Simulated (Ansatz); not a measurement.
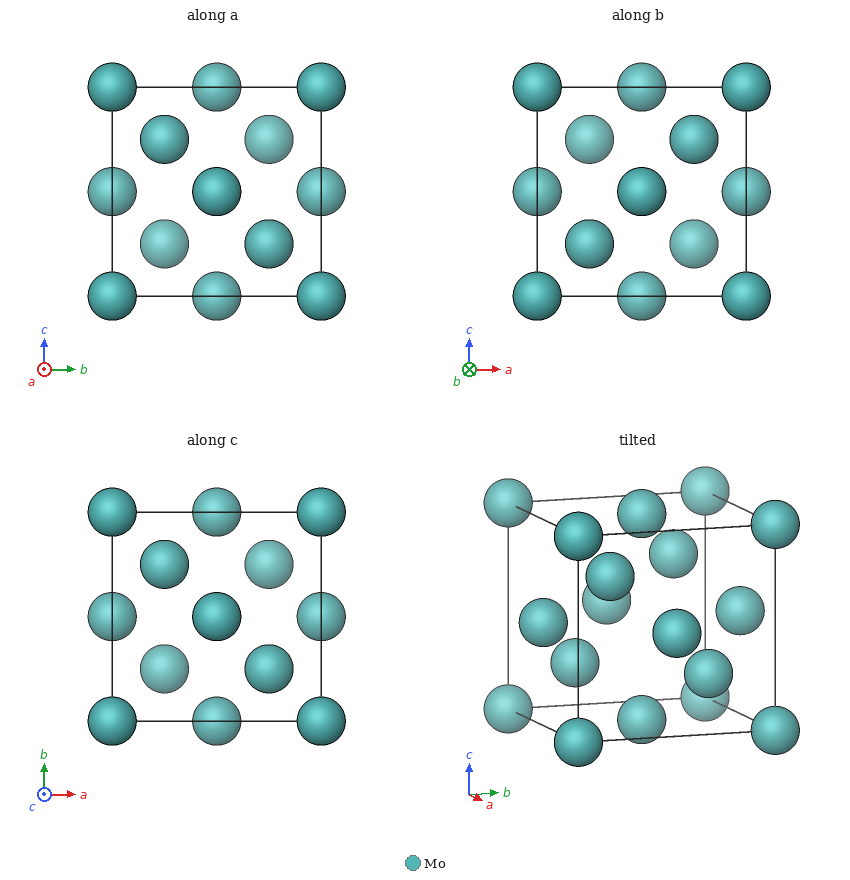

Crystal structure, spheres-only style, seen along the a axis, along the b axis, along the c axis and slightly off an axis. The wireframe shows the conventional unit cell.

Lattice parameters: a = 5.866 Å, b = 5.866 Å, c = 5.866 Å, α = 90.00°, β = 90.00°, γ = 90.00°. Put a along x and b in the xy plane.

> Reconstruct the structure as a POSCAR file.

```
Mo
1.0
     5.866    0.000    0.000
     0.000    5.866    0.000
     0.000    0.000    5.866
Mo
8
Direct
  0.7500 0.7500 0.2500
  0.0000 0.5000 0.5000
  0.7500 0.2500 0.7500
  0.0000 0.0000 0.0000
  0.2500 0.7500 0.7500
  0.5000 0.5000 0.0000
  0.2500 0.2500 0.2500
  0.5000 0.0000 0.5000
```

Starting structure: a structure type filled with this element by a generator (whether the element takes this form wasn't checked). Earlier steps of the study may have refined or changed the cell and positions. Ansatz was used for an electronic-structure calculation on it.
